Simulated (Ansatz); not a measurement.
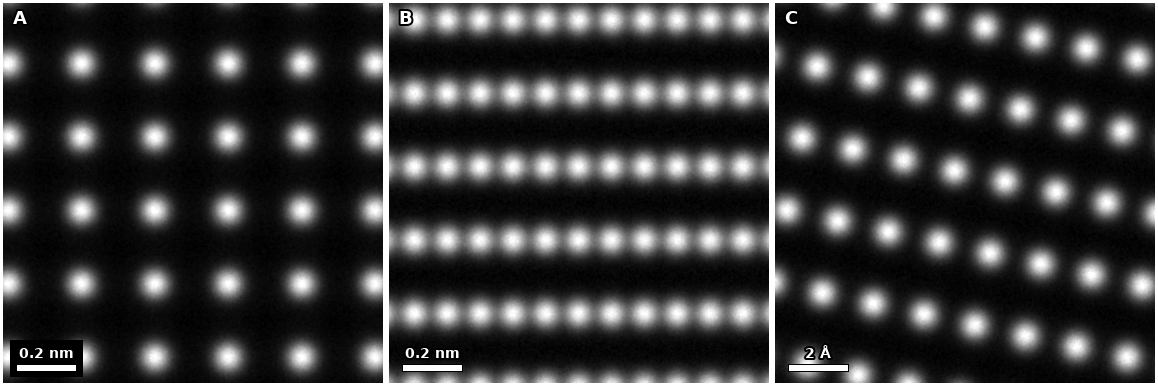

Three views of Ru (Pm-3m, No. 221) along different zone axes. The image is simulated as a sum over atoms of Z^1.7, blurred by a 0.70 Å probe (no channelling). The probe carries 25 % of its weight in a tail 2.5 times as wide. The display is stretched by a gamma of 0.8; percentages refer to the linear signal. Shot noise was added. Model: the geometry given to an electronic-structure calculation, possibly off equilibrium; the starting structure was generated, so it need not be a known form of this composition.

```cif
data_structure
_symmetry_space_group_name_H-M 'P 1'
_symmetry_Int_Tables_number 1
_cell_length_a 2.5122
_cell_length_b 2.5122
_cell_length_c 2.5122
_cell_angle_alpha 90.000
_cell_angle_beta 90.000
_cell_angle_gamma 90.000
_cell_volume 15.85
loop_
_atom_site_label
_atom_site_type_symbol
_atom_site_fract_x
_atom_site_fract_y
_atom_site_fract_z
_atom_site_occupancy
Ru1 Ru 0.00000 0.00000 0.00000 1
```

> Match the panels to the zone axes [001], [110] and [210].

A is [001]: projected cell 2.51 × 2.51 Å, 90°, plane group p4mm. B is [210]: projected cell 1.12 × 2.51 Å, 90°, plane group p2mm. C is [110]: projected cell 1.78 × 2.51 Å, 90°, plane group p2mm.
